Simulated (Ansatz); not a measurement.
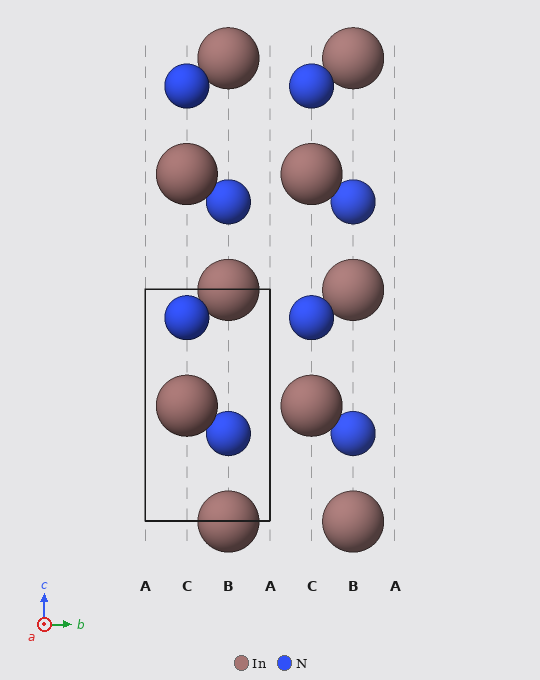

The picture looks along a close-packed row of the hexagonal mesh; c points upwards. The dashed lines mark the three columns A (0, 0), B (1/3, 2/3) and C (2/3, 1/3). The sequence starts with the first layer at or above the cell's origin.

InN (space group P6_3mc, No. 186): coordinates from a relaxation at fixed volume with DFT PBE, scalar-relativistic, plane waves, PAW in Ansatz.

> List the layers of one repeat.

In(B) – N(B) – In(C) – N(C) (four layers in 5.53 Å).

> How are the N layers alone stacked?

N layers alone: BC, the hexagonal close-packed type.

> Which positions between or in the N layers do the other atoms fill?

In: two tetrahedral sites (per hexagonal cell).

> What short polytype symbol fits?

Polytype symbol 2H, the symbol of a tetrahedral polytype (number of double layers in the repeat and lattice).
